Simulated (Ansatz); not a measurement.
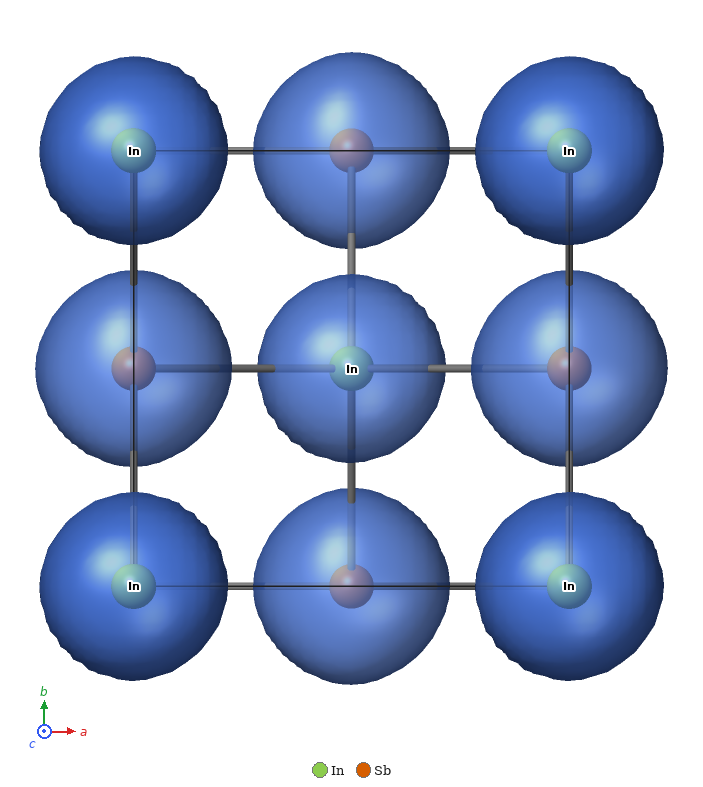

Figure 1: InSb. Isosurface of the valence electron density at 0.5 e/Å³ (blue), seen along the c axis. Sticks mark near contacts.

Space group I-4m2; started from the zincblende prototype, which need not be the ambient phase; changed on purpose from its base cell (uniaxial z strain +1.0%).

Computed with Ansatz 0.2.0, DFT, r2SCAN with spin-orbit coupling, plane waves, PAW.

The density is the valence pseudo-density of a PAW calculation; it isn't the true density close to the nuclei.

```
In Sb
1.0
     3.27951    3.27951    0.00000
    -3.27951    3.27951    0.00000
     0.00000    0.00000    6.62462
In Sb
2 2
Cartesian
  0.0000 0.0000 0.0000
  0.0000 3.2795 3.3123
  1.6398 1.6398 1.6562
  -1.6398 1.6398 4.9685
```

How is the density connected at this value?

At this value the density breaks into separate islands; it holds about 75 % of the electrons treated as valence (semicore included). It bridges none of the near contacts. It is pinched off along the sampled In–Sb (2.85 Å) contacts. On the grid the lowest density along these lines, outside the cores, is 0.34 e/Å³ (In–Sb, 2.85 Å).
